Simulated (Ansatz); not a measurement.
Take the following structure.

```
Al N
1.0
     3.08863    0.00000    0.00000
     0.00000    3.08863    0.00000
     0.00000    0.00000    4.36799
Al N
2 2
Direct
  0.00000 0.50000 0.68132
  0.50000 0.00000 0.18132
  0.00000 0.00000 0.00000
  0.50000 0.50000 0.50000
```

Question: Summarise the structure in words.

Answer: Composition: AlN. The atoms follow space group Imm2 (No. 44); the Bravais lattice is body-centred orthorhombic. In the cell are 2 Al, 2 N, which makes 2 formula units. Around each Al lie four N in a distorted tetrahedral arrangement at 1.74 to 2.08 Å. Each N atom is coordinated by four Al in a distorted tetrahedral arrangement at 1.74 to 2.08 Å. The bonds build a three-dimensional framework.

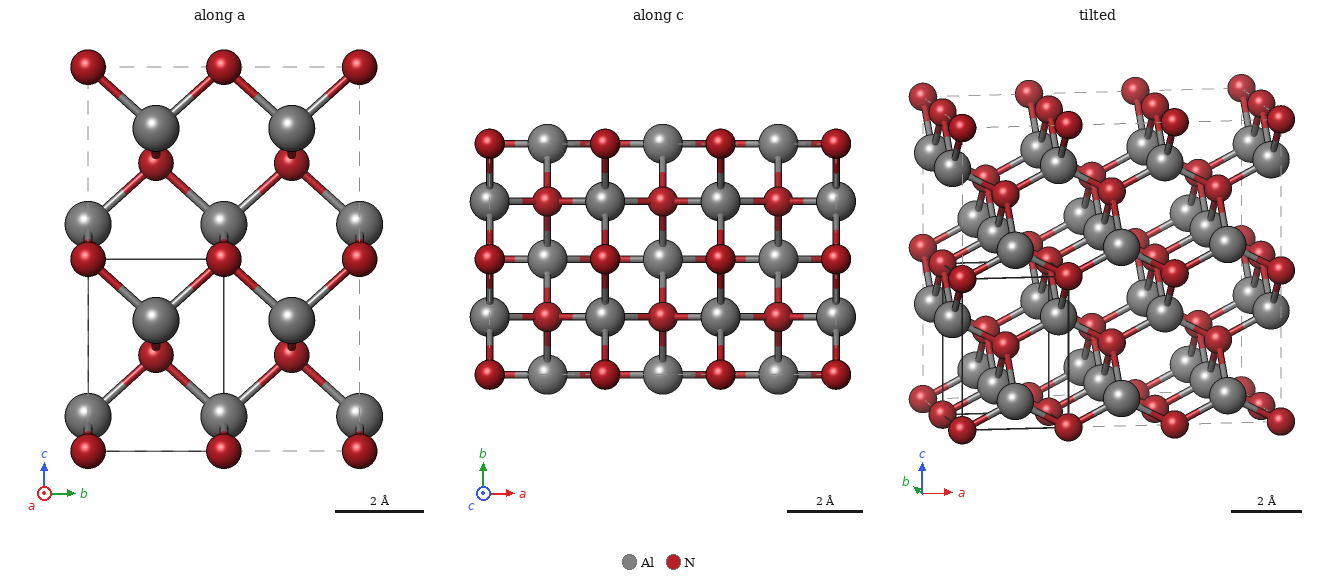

The figure gives a ball-and-stick picture of the atoms, viewed along the a axis, along the c axis and slightly off an axis. A block of 3×2×2 cells is shown, with one conventional unit cell in solid outline.

The structure was taken from a structure listed in the Materials Project. The cell was then strained or its atoms displaced on purpose. It went into a calculation with Ansatz.

At this level of theory the run's own cell isn't at rest (compressed, at 16 GPa and forces up to 4.0 eV/Å), so its distances can differ from those at equilibrium, the more so the softer the solid.
